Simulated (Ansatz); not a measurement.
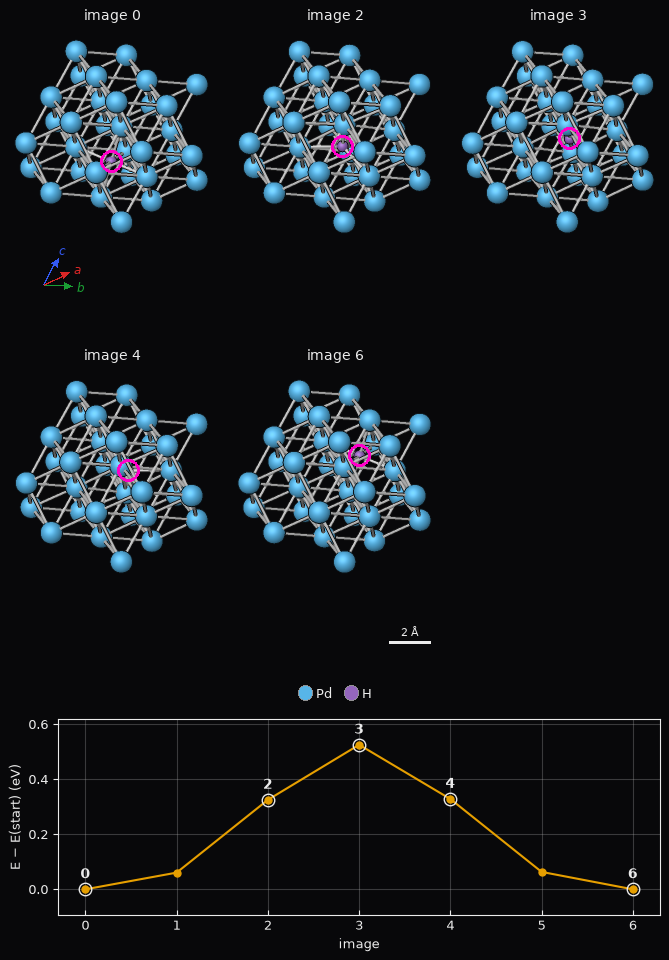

NEB run on a defect cell of composition HPd27 (28 atoms in the cell). Images are numbered from 0 (start) to 6 (end). Style: ball-and-stick. Shown: the atoms within 5.0 Å of the middle of the path, from a free direction. The moving atom is ringed, with any periodic copies. Bonds to atoms that aren't drawn are left out.

Level of theory: DFT PBE, scalar-relativistic, plane waves, PAW in Ansatz 0.2.0. Settings: plane-wave cutoff 420 eV; k-point mesh 3 × 3 × 3; Gaussian smearing 0.1 eV; 5 movable images; climbing image.

> Read off the barrier and say what moves.

The H atom travels furthest, 2.78 Å from end to end, along +c, on a straight line. At the highest image its nearest neighbour (Pd) is 1.58 Å away, against 1.98 Å at the start, and the surrounding atoms stand up to 0.17 Å off the mean of their end positions. The barrier is about 0.53 eV in both directions, with image 3 at the top; the ends have the same energy. The band is converged.

Limits of the set-up: the periodic images lie only 8.4 Å apart, so the values are limited by the cell's size.

Cost: 12 min on 8 threads of Intel(R) Xeon(R) Processor @ 2.70GHz (shared host), peak memory 9.7 GiB.
